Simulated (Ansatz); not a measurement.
System: PtS₂, space group P-3m1 (No. 164).

Input of the run:
```
crystal:
  lattice:
    - [3.5432, 0.0, 0.0]
    - [-1.7716, 3.0685012107, 0.0]
    - [0.0, 0.0, 5.0388]
  atoms:
    - { symbol: Pt, position: [0.0, 0.0, 0.0] }
    - { symbol: S, position: [0.6666666667, 0.3333333333, 0.773] }
    - { symbol: S, position: [0.3333333333, 0.6666666667, 0.227] }
hamiltonian:
  xc: lda
  pseudopotentials: { kind: paw }
kpoints:
  mp_grid: { grid: [9, 9, 5] }
scf:
  occupations: { method: fixed }
output:
  eigenvalues: true
dielectric:
  method: response
```

Command:
```bash
ansatz run input.yaml --threads 2 --pin off --max-ram 5632MiB --backend cpu --events-out ev --progress --plain --runs-dir out
```

Calculation (Ansatz 0.2.0): Born effective charges by linear response at the zone centre, in units of the proton charge, Cartesian axes of the given cell; plane-wave DFT, no spin polarisation. Level: LDA.

k mesh 9×9×5; occupations fixed; potentials Ansatz PAW; wave cutoff 420 eV; density cutoff 1680 eV; program settings xc grid level 2, xc grid task field_response.

What does the calculation give for the mean Born effective charge of each atom? The cases: Pt; S 1; S 2.

The largest in size is that of Pt, 1.67 e, and the charges add up to 0.00 e. Pt is the most anisotropic: its diagonal components run from −0.70 to 2.85 e.

```
atom  mean Born effective charge (e)  Born charge xx (e)  Born charge zz (e)
  Pt                            1.67               2.853              -0.696
 S 1                           -0.84              -1.427               0.348
 S 2                           -0.84              -1.427               0.348
```

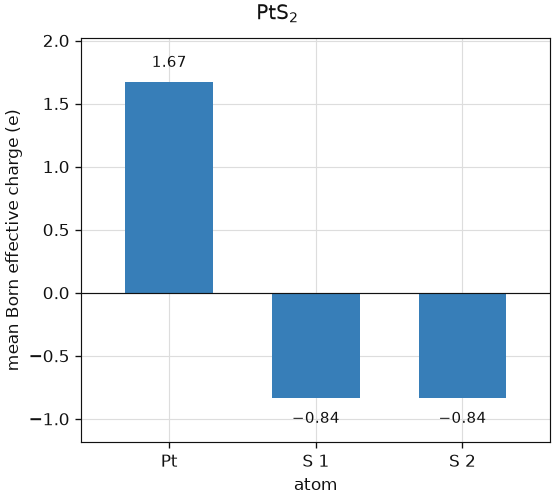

Limits of the calculation: spin-orbit coupling left out, heavy elements.
